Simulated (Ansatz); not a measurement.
System: Si$_{32}$Ni (cell with a defect).

Input

```
crystal:
  lattice:
    - [5.4696766502, -5.4696766502, -5.4696766502]
    - [-5.4696766502, 5.4696766502, -5.4696766502]
    - [5.4696766502, 5.4696766502, 5.4696766502]
  atoms:
    - { symbol: Si, position: [0.75, 0.25, 0.75] }
    - { symbol: Si, position: [0.75, 0.0, 0.0] }
    - { symbol: Si, position: [0.5, 0.5, 0.75] }
    - { symbol: Si, position: [0.75, 0.75, 0.25] }
    - { symbol: Si, position: [0.5, 0.25, 0.0] }
    - { symbol: Si, position: [0.75, 0.5, 0.5] }
    - { symbol: Si, position: [0.5, 0.0, 0.25] }
    - { symbol: Si, position: [0.25, 0.75, 0.75] }
    - { symbol: Si, position: [0.25, 0.5, 0.0] }
    - { symbol: Si, position: [0.5, 0.75, 0.5] }
    - { symbol: Si, position: [0.0, 0.0, 0.75] }
    - { symbol: Si, position: [0.25, 0.25, 0.25] }
    - { symbol: Si, position: [0.25, 0.0, 0.5] }
    - { symbol: Si, position: [0.0, 0.75, 0.0] }
    - { symbol: Si, position: [0.0, 0.5, 0.25] }
    - { symbol: Si, position: [0.0, 0.25, 0.5] }
    - { symbol: Si, position: [0.75, 0.25, 0.5] }
    - { symbol: Si, position: [0.75, 0.0, 0.75] }
    - { symbol: Si, position: [0.5, 0.5, 0.5] }
    - { symbol: Si, position: [0.75, 0.75, 0.0] }
    - { symbol: Si, position: [0.5, 0.25, 0.75] }
    - { symbol: Si, position: [0.75, 0.5, 0.25] }
    - { symbol: Si, position: [0.5, 0.0, 0.0] }
    - { symbol: Si, position: [0.25, 0.75, 0.5] }
    - { symbol: Si, position: [0.25, 0.5, 0.75] }
    - { symbol: Si, position: [0.5, 0.75, 0.25] }
    - { symbol: Si, position: [0.0, 0.0, 0.5] }
    - { symbol: Si, position: [0.25, 0.25, 0.0] }
    - { symbol: Si, position: [0.25, 0.0, 0.25] }
    - { symbol: Si, position: [0.0, 0.75, 0.75] }
    - { symbol: Si, position: [0.0, 0.5, 0.0] }
    - { symbol: Si, position: [0.0, 0.25, 0.25] }
    - { symbol: Ni, position: [0.007889114, 0.0231589209, 0.0143409186], spin: 2.0 }
basis:
  ecutwfc: 420
  xc_grid: 2
kpoints:
  mp_grid: { grid: [2, 2, 2], shift: [0.5, 0.5, 0.5] }
hamiltonian:
  xc: pbe
scf:
  occupations: { method: gaussian, width: 0.02 }
output:
  forces: true
  stress: false
  eigenvalues: true
  populations: true
  write_density: true
  write_potential: true
  elf: true
  volumetric_format: npy
magnetization:
  spin_polarized: true
relax:
  adjacent_minimum: "off"
  f_tol: 0.02
  max_steps: 60
```

Launched as:

```sh
ansatz run input.yaml --threads 4 --pin off --max-ram 10240MiB --backend cpu --events-out ev --progress --plain --runs-dir out
```

The fields are those of the run's last geometry, not of the input's.

The program warned that a starting moment wasn't kept; spin-polarised, but the moments vanished.

Level of theory: DFT PBE, scalar-relativistic, plane waves, PAW in Ansatz.

**What will maps of the valence pseudo-density and electron localisation function show?**

Si–Ni (2.31 Å): the density is about 0.46 e/Å³ at the midpoint; the ELF peaks at about 0.65 in the valence shell of Si, 0.9 Å from its nucleus, and is about 0.45 at the midpoint.
Si–Si (2.34 Å): the density is about 0.57 e/Å³ at the midpoint; the ELF peaks at about 0.95 between the atoms.
Si–Ni (2.38 Å): the density is about 0.41 e/Å³ at the midpoint; the ELF peaks at about 0.65 in the valence shell of Si, 0.9 Å from its nucleus, and is about 0.40 at the midpoint.

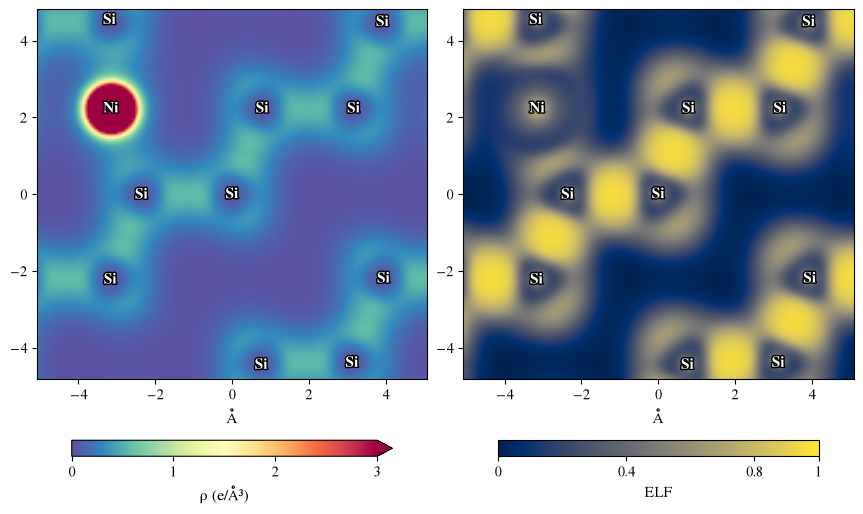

Computed valence pseudo-density and electron localisation function on the (101̄) plane of the calculation cell, in this order. 

Core electrons are frozen (PAW), and the valence fields are smoothed inside the atomic spheres.
